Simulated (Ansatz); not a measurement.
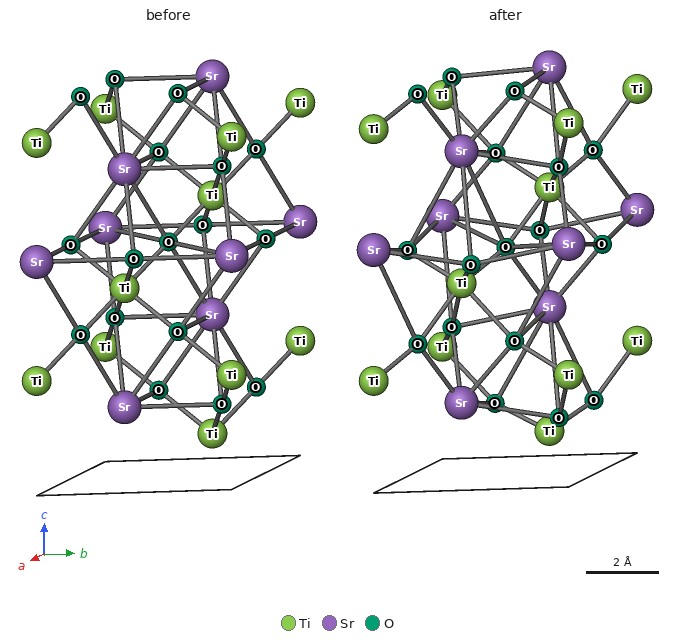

Left: a (1 1 1) slab of SrTiO$_{3}$ as cut from the relaxed bulk. Right: the same structure after one change, at the same scale. Style: ball-and-stick. Shown: the cell of the calculation, outlined in the plane, without the vacuum, slightly off an axis.

Theory: Ansatz 0.2.0, DFT PBEsol, scalar-relativistic, plane waves, PAW. (plane-wave cutoff 420 eV; occupations gaussian; no spin polarisation) The k-mesh is chosen for each cell (8×8×8, 6×6×1). Smearing widths differ between the runs.

The atoms of the slab are relaxed at the bulk's in-plane cell.

Question: How do the computed properties respond?

Answer: The surface energy (mean of the two faces) falls from 3.77 to 2.31 J/m². The top spacing, between the SrO3 and Ti planes, goes from 1.12 to 0.85 Å (−24.3 %), the bottom one (Ti to SrO3) from 1.12 to 0.80 Å (−28.6 %). The top plane rumples by 0.19 Å. The cell doesn't change. The largest move relative to the layer's centre is that of a Sr atom, 0.51 Å along the normal (+c). Largest moves by element: Sr 0.51 Å, Ti 0.39 Å, O 0.37 Å. Near-neighbour distances before and after: O–Sr 2.751 → 2.405 to 3.325 Å, O–Ti 1.946 → 1.745 to 2.216 Å.
